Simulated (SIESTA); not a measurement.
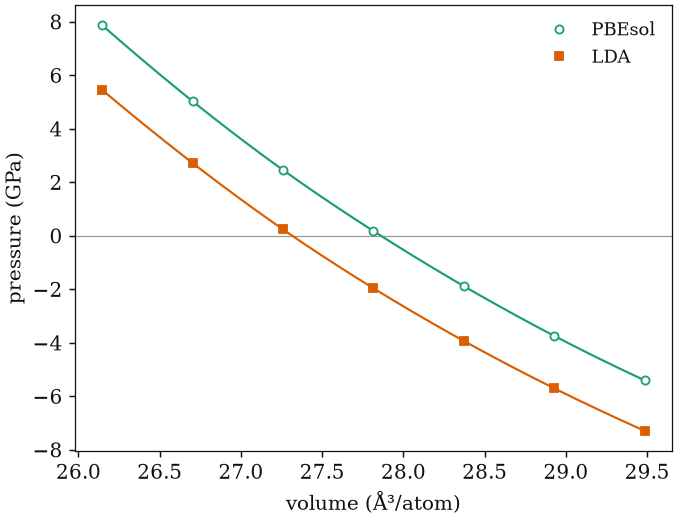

Computed with SIESTA 5.4.2: DFT in numerical atomic orbitals with pseudopotentials, no spin polarisation; energies at scaled volumes of the given cell, shape and fractions fixed, counted from the fit's minimum, third-order Birch-Murnaghan fit. All runs: no spin polarisation.

- k mesh: 8×8×1
- occupations: Fermi–Dirac
- smearing width: 0.05 eV
- potentials: PseudoDojo 0.4 standard, converted to PSML, two zetas on semicore shells

Figure. Pressure against volume, with one curve for each functional, for WS₂ (space group P3m1).

The fitted equilibrium volumes, smallest first, are LDA 27.318, PBEsol 27.860 Å³/atom. The fitted bulk moduli, smallest first, are PBEsol 107.9, LDA 113.0 GPa. For PBEsol, the pressure falls from 7.87 GPa at volume 26.15 Å³/atom to −5.40 GPa at 29.48 Å³/atom, and changes sign near 27.86 Å³/atom. For LDA, the pressure falls from 5.45 GPa at volume 26.15 Å³/atom to −7.29 GPa at 29.48 Å³/atom, and changes sign near 27.32 Å³/atom.

Note: mulliken charges of long orbitals; short basis over semicore shells; shape and atomic fractions are frozen while scaling, which makes layered, chain and framework solids too stiff.
